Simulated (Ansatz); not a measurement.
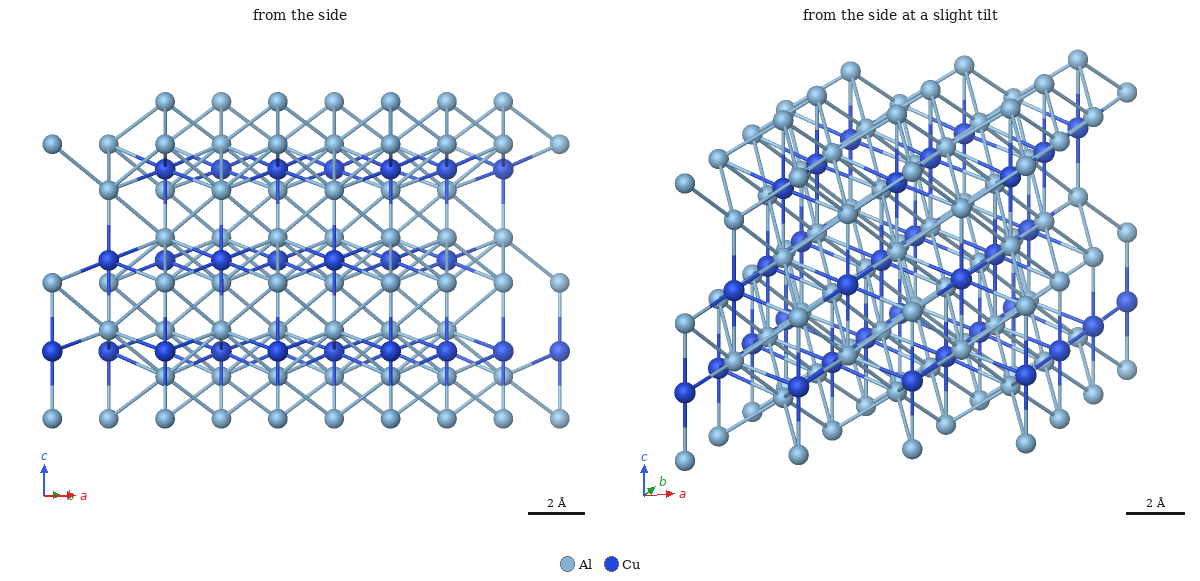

A ball-and-stick picture of a periodic slab, seen from the side and from the side at a slight tilt. The surface normal points up in side views; the vacuum is left out. 3×3 cells are drawn in the plane, with atoms at the edges repeated.

The cell holds 8 Al, 3 Cu. The slab was cut from bulk Al2Cu (Fm-3m).

Which elements lie outermost on each side?

The top face ends in Al, the bottom face in Al. The two faces are alike.

What height do the atoms span?

About 11 Å from the lowest to the highest atom.

Go down through the slab and list the planes.

Eleven planes: Al / Al / Cu / Al / Al / Cu / Al / Al / Cu / Al / Al.

On which plane does the slab lie?

(1 0 1).

The structure was taken from a structure listed in the Materials Project, from which a slab was cut. The atoms were relaxed in a fixed cell with Ansatz 0.2.0, DFT r2SCAN, scalar-relativistic, plane waves, PAW.
